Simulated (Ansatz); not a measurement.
# Geometry relaxation of Pt24H (part 1 of 3)

Pt24H (slab, 25 atoms in the cell), computed with DFT PBE+D3(BJ), scalar-relativistic, plane waves, PAW, no spin polarisation (Ansatz 0.2.0).

The structure derives from an entry of the Crystallography Open Database. The input holds or restrains some coordinates. Forces given for the steps count only the free coordinates. Figures and captions count atoms from 1; the log counts them from 0 in places.

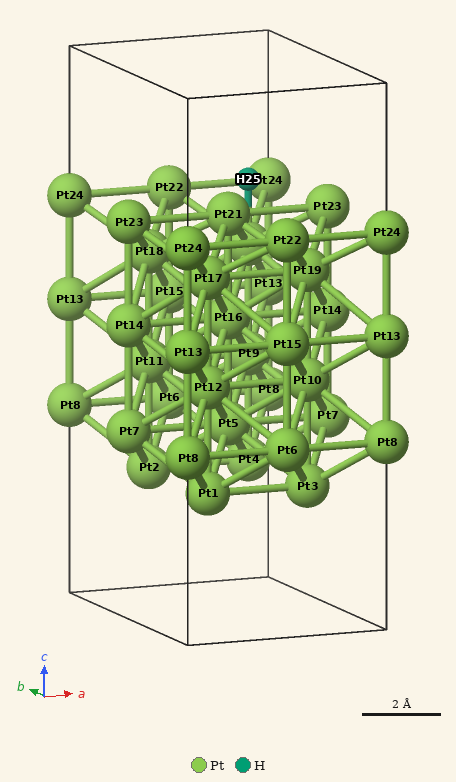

The structure as given in the input (ball-and-stick view of the cell of the calculation, with the vacuum cut short, seen slightly off an axis; atoms are numbered from 1 in the order of the input). An atom can appear more than once, as a periodic image.

Input file:
```yaml
crystal:
  lattice:
    - [5.5558884585, 0.0, 0.0]
    - [0.0, 7.857212809, 0.0]
    - [0.0, 0.0, 25.9448605731]
  atoms:
    - { symbol: Pt, position: [0.25, 0.25, 0.3276178716] }
    - { symbol: Pt, position: [0.25, 0.75, 0.3276178716] }
    - { symbol: Pt, position: [0.75, 0.25, 0.3276178716] }
    - { symbol: Pt, position: [0.75, 0.75, 0.3276178716] }
    - { symbol: Pt, position: [0.5, 0.5, 0.3811534113] }
    - { symbol: Pt, position: [0.5, 0.0, 0.3811534113] }
    - { symbol: Pt, position: [0.0, 0.5, 0.3811534113] }
    - { symbol: Pt, position: [0.0, 0.0, 0.3811534113] }
    - { symbol: Pt, position: [0.75, 0.75, 0.4346889511] }
    - { symbol: Pt, position: [0.75, 0.25, 0.4346889511] }
    - { symbol: Pt, position: [0.25, 0.75, 0.4346889511] }
    - { symbol: Pt, position: [0.25, 0.25, 0.4346889511] }
    - { symbol: Pt, position: [0.0, 0.0, 0.48812537] }
    - { symbol: Pt, position: [0.0, 0.5, 0.48812537] }
    - { symbol: Pt, position: [0.5, 0.0, 0.48812537] }
    - { symbol: Pt, position: [0.5, 0.5, 0.48812537] }
    - { symbol: Pt, position: [0.25, 0.25, 0.5455056044] }
    - { symbol: Pt, position: [0.25, 0.75, 0.5455056044] }
    - { symbol: Pt, position: [0.75, 0.25, 0.5455056044] }
    - { symbol: Pt, position: [0.75, 0.75, 0.5455056044] }
    - { symbol: Pt, position: [0.5, 0.5, 0.5927662384] }
    - { symbol: Pt, position: [0.5, 0.0, 0.5927662384] }
    - { symbol: Pt, position: [0.0, 0.5, 0.5927662384] }
    - { symbol: Pt, position: [0.0, 0.0, 0.5927662384] }
    - { symbol: H, position: [0.75, 0.75, 0.6104961468] }
basis:
  ecutwfc: 420
kpoints:
  mp_grid: { grid: [5, 4, 1] }
hamiltonian:
  xc: pbe
  dispersion: d3bj
scf:
  occupations: { method: gaussian, width: 0.1 }
output:
  forces: true
  eigenvalues: true
  write_density: true
  write_potential: true
  elf: true
  volumetric_format: npy
relax:
  adjacent_minimum: "off"
  f_tol: 0.03
  max_steps: 70
  constraints: [{ sites: [0, 1, 2, 3, 4, 5, 6, 7, 8, 9, 10, 11] }]
efield:
  axis: 3
  dipole_correction: true
```

Run on 8 threads of Arm Neoverse N1, 98 GiB of memory available, shared host.

Launched with:
```bash
ansatz run input.yaml --threads 8 --pin off --max-ram 22528MiB --backend cpu --events-out ev --progress --plain --runs-dir out
```

Output:
```
Engine: ansatz 0.2.0, aarch64-unknown-linux-gnu
Pseudopotentials: kind: paw
Pseudopotential: Pt, paw, valence charge 18, recommended cutoff 420 eV (normal), Pt.paw.azcp
Pseudopotential: H, paw, valence charge 1, recommended cutoff 420 eV (normal), H.paw.azcp
Functional definition: PBE
  parameter kappa = 0.804
  parameter beta = 0.06672455060314922
  exchange = pbe_x(kappa = kappa, mu = beta*pi^2/3)
  correlation = pbe_c(beta = beta)
Crystal: 25 atoms, lattice volume = 1132.592 Å³
Basis set: ecut = 420 eV, 22107 PW (Γ), exchange–correlation on 80×108×360 points (8 copies of the dense FFT grid, shifted against one another)
Bands: 260, of which v1, the nominal top of the filled ones, is band 217 counted from 1 (216 counted from 0)
Symmetry: 4 space group operations
Space group: Pmm2 (ITA 25), of the structure as read, at distance tolerance 1.0e-4 Å
k-points: 9 of 20
Non-local potential: Pt, projectors of the file, l = 0: 3, l = 1: 2, l = 2: 2, l = 3: 1
Non-local potential: H, projectors of the file, l = 0: 2, l = 1: 1
PAW form: soft (Blöchl's): semilocal exchange-correlation on the pseudo side does not see the compensation charge
PAW one-centre angular grid: Pt, 590 points (default); XC on 64 Gauss nodes
PAW one-centre angular grid: H, 110 points (default); XC on 64 Gauss nodes
Initial density: superposition of atomic densities (neutral atoms: chi_scale 0, normalization atom), corrected by the library's trained network
Initial wavefunctions: pseudopotential atomic-orbital guess
Functional: x = pbe(κ = 0.804, μ = 0.2195149727645171), c = pbe(β = 0.06672455060314922)
SCF iter   1: F=—  HF=-300571.340399 eV  |F-HF|=—  |Δ(HF+E_count)|=         —  Δρ=1.26e-2  dr2=1.80e1  ethr=1.77e-3  p=-0.015 e·Å  D=-2.36e-3 V/Å  ΔV_dip=0.06 eV  dr2_dipole=3.62e0  V_vac-E_F(+/−)=4.98/4.92 eV  ⟨swp⟩=7.1  Hψ=9685  notcnv=0  defer=99
efield: sawtooth ramp at fractional position 0.9191 (placed from the atoms, in the widest stretch of the axis that holds none; the zero of the levels goes with the place), width 0.1000; the density the first Hamiltonian is built on has a dipole p = -0.015 e·Å; the dipole correction subtracts the counter field D = -2.36e-3 V/Å, which shifts the + side's vacuum level by +0.06 eV against the − side's; the planar-averaged density in the ramp window peaks in size at 3.5e-6 e/Å³
preconditioner: auto → LDOS  [metal: Δε(μ)=0.022 eV  Ē_g=6.973 eV  σ=0.100 eV  W_gap=0.13  n_scr=230 (ndim 8)  ℏωp=17.1 eV  f_vac=0.615  D(μ)=42.25/eV (n_scr^D=346)  β→1.0]
SCF iter   2: F=—  HF=-300571.020509 eV  |F-HF|=—  |Δ(HF+E_count)|=   3.20e-1  Δρ=6.91e-3  dr2=9.26e-1  ethr=1.77e-3  p=0.062 e·Å  D=9.97e-3 V/Å  ΔV_dip=-0.26 eV  dr2_dipole=1.75e-1  V_vac-E_F(+/−)=5.30/5.56 eV  ⟨swp⟩=2.0  Hψ=2767  notcnv=0  defer=256
SCF iter   3: F=—  HF=-300570.964825 eV  |F-HF|=—  |Δ(HF+E_count)|=   5.57e-2  Δρ=2.79e-3  dr2=4.34e-1  ethr=2.14e-4  p=0.030 e·Å  D=4.75e-3 V/Å  ΔV_dip=-0.12 eV  dr2_dipole=1.07e-2  V_vac-E_F(+/−)=5.22/5.35 eV  ⟨swp⟩=2.0  Hψ=3216  notcnv=0  defer=264
SCF iter   4: F=—  HF=-300570.948921 eV  |F-HF|=—  |Δ(HF+E_count)|=   1.59e-2  Δρ=1.36e-3  dr2=1.02e-1  ethr=1.00e-4  p=0.032 e·Å  D=5.07e-3 V/Å  ΔV_dip=-0.13 eV  dr2_dipole=5.39e-6  V_vac-E_F(+/−)=5.28/5.41 eV  ⟨swp⟩=2.0  Hψ=2185  notcnv=0  defer=264
SCF iter   5: F=—  HF=-300570.948039 eV  |F-HF|=—  |Δ(HF+E_count)|=   8.83e-4  Δρ=5.61e-4  dr2=1.45e-2  ethr=2.35e-5  p=0.029 e·Å  D=4.65e-3 V/Å  ΔV_dip=-0.12 eV  dr2_dipole=3.58e-3  V_vac-E_F(+/−)=5.30/5.42 eV  ⟨swp⟩=1.7  Hψ=2443  notcnv=0  defer=264
SCF iter   6: F=—  HF=-300570.947747 eV  |F-HF|=—  |Δ(HF+E_count)|=   2.92e-4  Δρ=2.04e-4  dr2=1.36e-3  ethr=3.36e-6  p=0.027 e·Å  D=4.38e-3 V/Å  ΔV_dip=-0.11 eV  dr2_dipole=1.30e-4  V_vac-E_F(+/−)=5.30/5.41 eV  ⟨swp⟩=1.8  Hψ=3176  notcnv=0  defer=239
SCF iter   7: F=—  HF=-300570.947749 eV  |F-HF|=—  |Δ(HF+E_count)|=   1.92e-6  Δρ=1.04e-4  dr2=3.08e-4  ethr=3.14e-7  p=0.027 e·Å  D=4.32e-3 V/Å  ΔV_dip=-0.11 eV  dr2_dipole=1.64e-6  V_vac-E_F(+/−)=5.30/5.41 eV  ⟨swp⟩=1.4  Hψ=2129  notcnv=0  defer=239
SCF iter   8: F=—  HF=-300570.947771 eV  |F-HF|=—  |Δ(HF+E_count)|=   2.19e-5  Δρ=3.51e-5  dr2=3.59e-5  ethr=7.11e-8  p=0.027 e·Å  D=4.35e-3 V/Å  ΔV_dip=-0.11 eV  dr2_dipole=3.87e-7  V_vac-E_F(+/−)=5.30/5.41 eV  ⟨swp⟩=2.0  Hψ=2820  notcnv=0  defer=239
SCF iter   9: F=-300570.947781 eV  HF=-300570.947783 eV  |F-HF|=2.47e-6  |Δ(HF+E_count)|=   1.24e-5  Δρ=1.46e-5  dr2=5.97e-6  ethr=5.20e-9  p=0.027 e·Å  D=4.38e-3 V/Å  ΔV_dip=-0.11 eV  dr2_dipole=1.88e-8  V_vac-E_F(+/−)=5.30/5.41 eV  ⟨swp⟩=27.0  Hψ=24228  notcnv=0
SCF 1 converged in 9 iterations: F = -300570.947781 eV  dr2 = 5.97e-6
  Residual-converged pass: ⟨swp⟩=1.0  Hψ=2376  notcnv=0  max |occ|·‖R‖ = 7.0e-9 eV (tolerance 1.0e-8 eV)  dr2=5.97e-6  dr2_onsite=1.34e-7  max |Δocc| = 4.2e-11
  greatest PAW one-centre occupation: 1.000 electrons in one spin orbital (limit 2), on the Pt atom at site 19 (counted from 0), in its partial waves of l = 0
relax step   1: F+E_penalty+E_count = -300570.94778057 eV  Δ(F+E_penalty+E_count) = +0.000e0 eV  max|allowed force component| = 5.226e-1 eV/Å  Δτ_max = 0.0000 Å  (9 SCF iters, dr2 threshold 2.25e-5 eV, accepted)
Initial density: handed on by an earlier stage of this run
Initial wavefunctions: those handed on with the density
iter 1 solved again at ethr=7.02e-5 eV; its pass at ethr=3.10e-3 eV (dr2=3.04e-1 eV) is discarded
SCF iter   1: F=—  HF=-300570.988811 eV  |F-HF|=—  |Δ(HF+E_count)|=         —  Δρ=3.06e-3  dr2=3.36e-1  ethr=7.02e-5  p=0.027 e·Å  D=4.38e-3 V/Å  ΔV_dip=-0.11 eV  dr2_dipole=7.54e-2  V_vac-E_F(+/−)=5.31/5.42 eV  ⟨swp⟩=1.7  Hψ=6116  notcnv=0  defer=262
efield: sawtooth ramp at fractional position 0.9191 (handed on by an earlier solve), width 0.1000; the density the first Hamiltonian is built on has a dipole p = 0.027 e·Å; the dipole correction subtracts the counter field D = 4.38e-3 V/Å, which shifts the + side's vacuum level by -0.11 eV against the − side's; the planar-averaged density in the ramp window peaks in size at 2.5e-6 e/Å³
preconditioner: auto → LDOS  [metal: Δε(μ)=0.009 eV  Ē_g=7.079 eV  σ=0.100 eV  W_gap=0.05  n_scr=230 (ndim 8)  ℏωp=17.1 eV  f_vac=0.615  D(μ)=49.03/eV (n_scr^D=432)  β→1.0]
SCF iter   2: F=—  HF=-300570.980421 eV  |F-HF|=—  |Δ(HF+E_count)|=   8.39e-3  Δρ=1.19e-3  dr2=1.84e-2  ethr=7.02e-5  p=0.028 e·Å  D=4.53e-3 V/Å  ΔV_dip=-0.12 eV  dr2_dipole=1.34e-4  V_vac-E_F(+/−)=5.30/5.42 eV  ⟨swp⟩=2.0  Hψ=2987  notcnv=0  defer=262
SCF iter   3: F=—  HF=-300570.978981 eV  |F-HF|=—  |Δ(HF+E_count)|=   1.44e-3  Δρ=7.63e-4  dr2=2.32e-2  ethr=4.25e-6  p=0.022 e·Å  D=3.57e-3 V/Å  ΔV_dip=-0.09 eV  dr2_dipole=2.01e-3  V_vac-E_F(+/−)=5.32/5.42 eV  ⟨swp⟩=2.9  Hψ=4603  notcnv=0  defer=262
SCF iter   4: F=—  HF=-300570.976510 eV  |F-HF|=—  |Δ(HF+E_count)|=   2.47e-3  Δρ=2.20e-4  dr2=1.34e-3  ethr=4.25e-6  p=0.025 e·Å  D=4.05e-3 V/Å  ΔV_dip=-0.11 eV  dr2_dipole=1.84e-6  V_vac-E_F(+/−)=5.31/5.42 eV  ⟨swp⟩=2.0  Hψ=3801  notcnv=0  defer=262
SCF iter   5: F=—  HF=-300570.976476 eV  |F-HF|=—  |Δ(HF+E_count)|=   3.36e-5  Δρ=1.09e-4  dr2=4.03e-4  ethr=3.10e-7  p=0.025 e·Å  D=3.98e-3 V/Å  ΔV_dip=-0.10 eV  dr2_dipole=2.60e-7  V_vac-E_F(+/−)=5.31/5.42 eV  ⟨swp⟩=2.3  Hψ=3579  notcnv=0  defer=262
SCF iter   6: F=—  HF=-300570.976469 eV  |F-HF|=—  |Δ(HF+E_count)|=   7.33e-6  Δρ=4.60e-5  dr2=8.63e-5  ethr=9.30e-8  p=0.025 e·Å  D=4.02e-3 V/Å  ΔV_dip=-0.10 eV  dr2_dipole=7.15e-8  V_vac-E_F(+/−)=5.31/5.42 eV  ⟨swp⟩=2.0  Hψ=3160  notcnv=0  defer=262
SCF iter   7: F=-300570.976464 eV  HF=-300570.976470 eV  |F-HF|=5.51e-6  |Δ(HF+E_count)|=   7.57e-7  Δρ=2.05e-5  dr2=1.35e-5  ethr=3.94e-9  p=0.025 e·Å  D=4.03e-3 V/Å  ΔV_dip=-0.10 eV  dr2_dipole=3.52e-8  V_vac-E_F(+/−)=5.31/5.42 eV  ⟨swp⟩=23.2  Hψ=24414  notcnv=0
SCF 2 converged in 7 iterations: F = -300570.976464 eV  dr2 = 1.35e-5
[... from here on the iterations of each SCF are left out, up to the last one ...]
relax step   2: F+E_penalty+E_count = -300570.97646434 eV  Δ(F+E_penalty+E_count) = -2.868e-2 eV  max|allowed force component| = 2.881e-1 eV/Å  Δτ_max = 0.0709 Å  (7 SCF iters, dr2 threshold 1.71e-5 eV, accepted)
efield: sawtooth ramp at fractional position 0.9191 (handed on by an earlier solve), width 0.1000; the density the first Hamiltonian is built on has a dipole p = 0.025 e·Å; the dipole correction subtracts the counter field D = 4.03e-3 V/Å, which shifts the + side's vacuum level by -0.10 eV against the − side's; the planar-averaged density in the ramp window peaks in size at 2.6e-6 e/Å³
preconditioner: auto → LDOS  [metal: Δε(μ)=0.006 eV  Ē_g=7.078 eV  σ=0.100 eV  W_gap=0.04  n_scr=230 (ndim 8)  ℏωp=17.1 eV  f_vac=0.615  D(μ)=49.22/eV (n_scr^D=432)  β→1.0]
SCF 3 converged in 7 iterations: F = -300570.987901 eV  dr2 = 2.91e-6
relax step   3: F+E_penalty+E_count = -300570.98790113 eV  Δ(F+E_penalty+E_count) = -1.144e-2 eV  max|allowed force component| = 8.349e-2 eV/Å  Δτ_max = 0.0200 Å  (7 SCF iters, dr2 threshold 5.19e-6 eV, accepted)
efield: sawtooth ramp at fractional position 0.9191 (handed on by an earlier solve), width 0.1000; the density the first Hamiltonian is built on has a dipole p = 0.027 e·Å; the dipole correction subtracts the counter field D = 4.33e-3 V/Å, which shifts the + side's vacuum level by -0.11 eV against the − side's; the planar-averaged density in the ramp window peaks in size at 2.7e-6 e/Å³
preconditioner: auto → LDOS  [metal: Δε(μ)=0.008 eV  Ē_g=7.076 eV  σ=0.100 eV  W_gap=0.05  n_scr=230 (ndim 8)  ℏωp=17.1 eV  f_vac=0.615  D(μ)=49.28/eV (n_scr^D=444)  β→1.0]
SCF 4 converged in 8 iterations: F = -300570.989361 eV  dr2 = 7.59e-8
relax step   4: F+E_penalty+E_count = -300570.98936128 eV  Δ(F+E_penalty+E_count) = -1.460e-3 eV  max|allowed force component| = 5.460e-2 eV/Å  Δτ_max = 0.0212 Å  (8 SCF iters, accepted)
SCF iter   1: F=—  HF=-300570.989878 eV  |F-HF|=—  |Δ(HF+E_count)|=         —  Δρ=3.94e-4  dr2=1.13e-3  ethr=2.55e-6  p=0.027 e·Å  D=4.36e-3 V/Å  ΔV_dip=-0.11 eV  dr2_dipole=9.68e-5  V_vac-E_F(+/−)=5.30/5.42 eV  ⟨swp⟩=2.3  Hψ=4628  notcnv=0  defer=178
efield: sawtooth ramp at fractional position 0.9191 (handed on by an earlier solve), width 0.1000; the density the first Hamiltonian is built on has a dipole p = 0.027 e·Å; the dipole correction subtracts the counter field D = 4.36e-3 V/Å, which shifts the + side's vacuum level by -0.11 eV against the − side's; the planar-averaged density in the ramp window peaks in size at 2.6e-6 e/Å³
preconditioner: auto → LDOS  [metal: Δε(μ)=0.007 eV  Ē_g=7.079 eV  σ=0.100 eV  W_gap=0.04  n_scr=230 (ndim 8)  ℏωp=17.1 eV  f_vac=0.615  D(μ)=49.32/eV (n_scr^D=444)  β→1.0]
SCF iter   2: F=—  HF=-300570.989708 eV  |F-HF|=—  |Δ(HF+E_count)|=   1.71e-4  Δρ=1.45e-4  dr2=2.42e-4  ethr=2.60e-7  p=0.027 e·Å  D=4.37e-3 V/Å  ΔV_dip=-0.11 eV  dr2_dipole=3.44e-6  V_vac-E_F(+/−)=5.30/5.42 eV  ⟨swp⟩=2.0  Hψ=4424  notcnv=0  defer=204
SCF iter   3: F=—  HF=-300570.989675 eV  |F-HF|=—  |Δ(HF+E_count)|=   3.30e-5  Δρ=5.29e-5  dr2=4.20e-5  ethr=5.59e-8  p=0.028 e·Å  D=4.42e-3 V/Å  ΔV_dip=-0.11 eV  dr2_dipole=2.26e-8  V_vac-E_F(+/−)=5.30/5.42 eV  ⟨swp⟩=2.9  Hψ=4300  notcnv=0  defer=204
SCF iter   4: F=—  HF=-300570.989744 eV  |F-HF|=—  |Δ(HF+E_count)|=   6.90e-5  Δρ=1.48e-5  dr2=4.74e-6  ethr=9.69e-9  p=0.028 e·Å  D=4.41e-3 V/Å  ΔV_dip=-0.11 eV  dr2_dipole=3.53e-8  V_vac-E_F(+/−)=5.30/5.42 eV  ⟨swp⟩=2.9  Hψ=4366  notcnv=0  defer=204
SCF iter   5: F=—  HF=-300570.989744 eV  |F-HF|=—  |Δ(HF+E_count)|=   2.50e-7  Δρ=6.68e-6  dr2=1.18e-6  ethr=1.10e-9  p=0.028 e·Å  D=4.41e-3 V/Å  ΔV_dip=-0.11 eV  dr2_dipole=2.15e-9  V_vac-E_F(+/−)=5.30/5.42 eV  ⟨swp⟩=2.0  Hψ=3584  notcnv=0  defer=204
SCF iter   6: F=—  HF=-300570.989744 eV  |F-HF|=—  |Δ(HF+E_count)|=   5.02e-7  Δρ=3.02e-6  dr2=2.61e-7  ethr=2.72e-10  p=0.028 e·Å  D=4.41e-3 V/Å  ΔV_dip=-0.11 eV  dr2_dipole=8.04e-9  V_vac-E_F(+/−)=5.30/5.42 eV  ⟨swp⟩=2.0  Hψ=3162  notcnv=0  defer=204
SCF iter   7: F=-300570.989745 eV  HF=-300570.989744 eV  |F-HF|=3.95e-8  |Δ(HF+E_count)|=   1.42e-7  Δρ=1.24e-6  dr2=4.72e-8  ethr=2.31e-11  p=0.028 e·Å  D=4.41e-3 V/Å  ΔV_dip=-0.11 eV  dr2_dipole=4.28e-10  V_vac-E_F(+/−)=5.30/5.42 eV  ⟨swp⟩=19.6  Hψ=19082  notcnv=0
SCF 5 converged in 7 iterations: F = -300570.989745 eV  dr2 = 4.72e-8
relax step   5: F+E_penalty+E_count = -300570.98974453 eV  Δ(F+E_penalty+E_count) = -3.833e-4 eV  max|allowed force component| = 7.703e-3 eV/Å  Δτ_max = 0.0092 Å  (7 SCF iters, accepted)
```

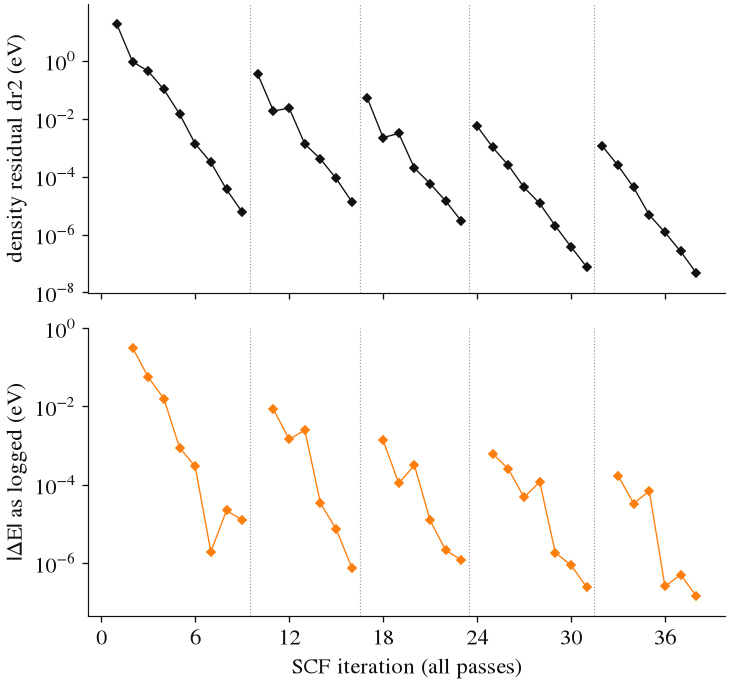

Convergence of the self-consistent field: density residual dr2 and size of the energy change against the SCF iteration. The dotted lines part the SCF passes of the relaxation: geometry steps, rejected trials and re-solves on a re-selected basis. The 5 passes take 7 to 9 iterations each, 38 in all.

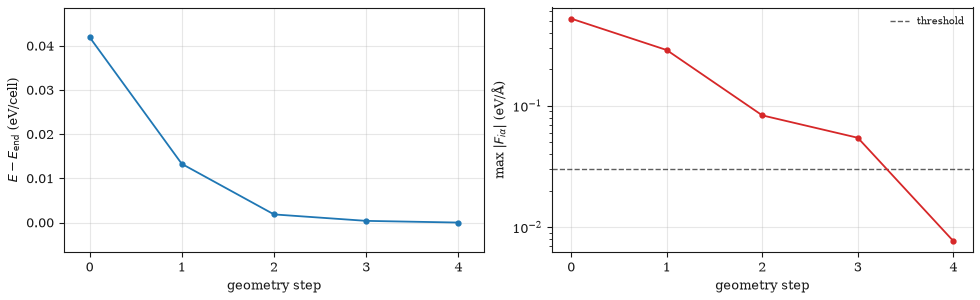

Progress of the restrained relaxation, step by step (the first geometry is step 0 here and step 1 in the log).

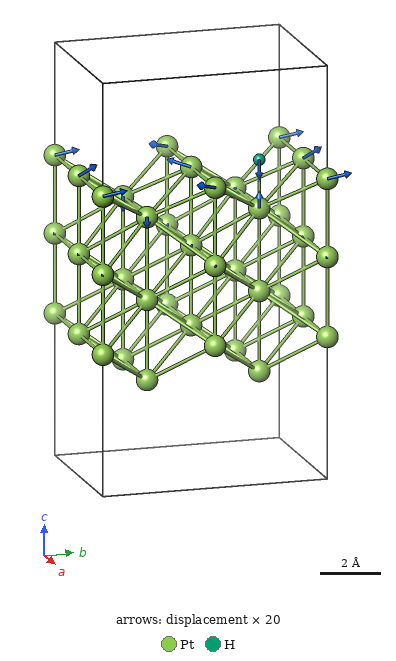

The starting structure with the displacements as blue arrows, magnified 20 times (ball-and-stick view of the cell of the calculation, with the vacuum cut short, seen slightly off an axis). The largest moves, 0.044 Å, are those of Pt21, Pt22, Pt23 and Pt24. Largest moves by element: Pt 0.044 Å, H 0.036 Å. The lattice vectors keep their values. Among the contacts that change: Pt20–H25 1.686 → 1.620 Å, Pt21–Pt23 2.778 → 2.741 Å, Pt9–Pt20 2.875 → 2.906 Å, Pt18–Pt21 2.700 → 2.727 Å. After 4 geometry steps the energy has fallen by 42.0 meV per cell of the calculation. Largest force component: 0.52 eV/Å at the start, 0.0077 eV/Å at the end. (Atoms are counted from 1 in the order of the input.)
